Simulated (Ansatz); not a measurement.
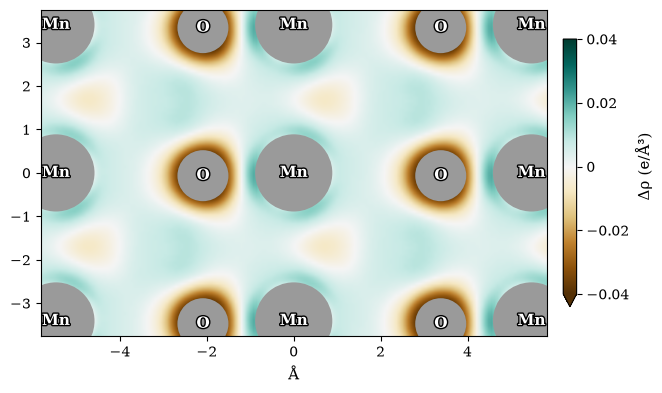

MnO: difference of two self-consistent densities at the same geometry, ρ(PBEsol) − ρ(r2SCAN), on the (110) plane of the conventional cell of the magnetic structure. Grey discs cover the cores, where the PAW densities can't be compared. Cores are masked to 0.9 Å (Mn) and 0.6 Å (O).

Space group Cmc2_1; spin-polarised. It comes out metallic at this level (no Hubbard term), which in such compounds can be an artefact. The cell comes from a database of computed structures, not from a measurement.

Both runs: Ansatz, scalar-relativistic, plane waves and PAW, same cutoff, k-points and PAW files (made with PBE).

**How does the change of level move the electrons?**

Against r2SCAN, and outside the masked cores, the largest gain lies at the edge of the masked core of Mn, and the largest loss lies at the edge of the masked core of O.
- Bader charges are Mn +1.42 and O −1.42 e with r2SCAN and Mn +1.33 and O −1.33 e with PBEsol.
- At this volume the pressure is −8 GPa with r2SCAN and −12 GPa with PBEsol.
- The gap on the mesh is 0.67 eV with r2SCAN and closed with PBEsol.
- The integrated |spin density| goes from 18.7 to 18.1 μB in the cell of the calculation, and part of the map comes from this change.
